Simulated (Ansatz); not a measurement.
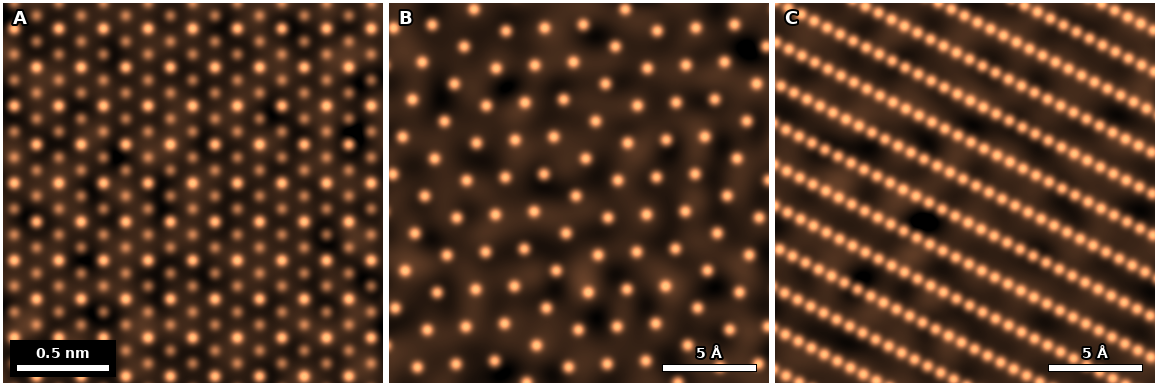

Three views of Ni (P6_3/mmc, No. 194) along different zone axes. Simulation: incoherent imaging, intensity Z^1.7 per atom, probe width 0.50 Å, thin sample. The probe carries 15 % of its weight in a tail 2.5 times as wide. The display is stretched by a gamma of 0.8; percentages refer to the linear signal. The speckle of an amorphous layer was added. Structure used: the input geometry of an electronic-structure calculation (not necessarily at equilibrium); the starting structure was generated, so it need not be a known form of this composition.

Space group P6_3/mmc (No. 194). a = 2.445 Å, b = 2.445 Å, c = 8.010 Å, α = 90.00°, β = 90.00°, γ = 120.00°
```tsv
atom	site	symmetry	x	y	z
Ni	2a	-3m.	0.0000	0.0000	0.0000
Ni	2c	-6m2	0.3333	0.6667	0.2500
```

Match the panels to the zone axes [001], [100] and [310].

Answer. A is [001]: projected cell 2.45 × 2.45 Å, 120°, plane group p6mm. B is [100]: projected cell 2.12 × 8.01 Å, 90°, plane group p2mg. C is [310]: projected cell 0.80 × 8.01 Å, 90°.
